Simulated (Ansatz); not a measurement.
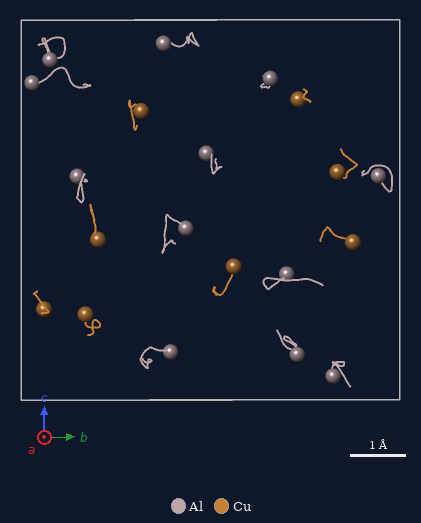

A Born-Oppenheimer molecular dynamics run of an amorphous cell of composition Al3Cu2 (20 atoms in the cell), 225 fs long. It starts from the last geometry of an earlier run, with fresh velocities. Lines trace each atom's path, in the colour of its element; spheres stand at the starting positions. Seen along the a axis in the simulation cell.

All numbers below come from DFT PBEsol, scalar-relativistic, plane waves, PAW in Ansatz. Set-up: plane-wave cutoff 420 eV; k-point mesh 1 × 1 × 1; Fermi-Dirac smearing 0.0595 eV; volume 1.16 times that of the relaxed crystal; set temperature 690 K; time step 3 fs.

Describe the motion.

In the second half of the run the atoms are, in the root-mean-square, this far from where they began (common drift taken out): Al 0.56 Å, Cu 0.52 Å. Against the typical shortest distance between atoms in the first frame, about 2.4 Å these are large excursions, but over 225 fs one can't yet tell strong vibration from the start of diffusion.

Limits of the set-up: the k-point mesh is coarse for a cell with partly filled bands; the periodic images lie only 6.9 Å apart, so the values are limited by the cell's size.
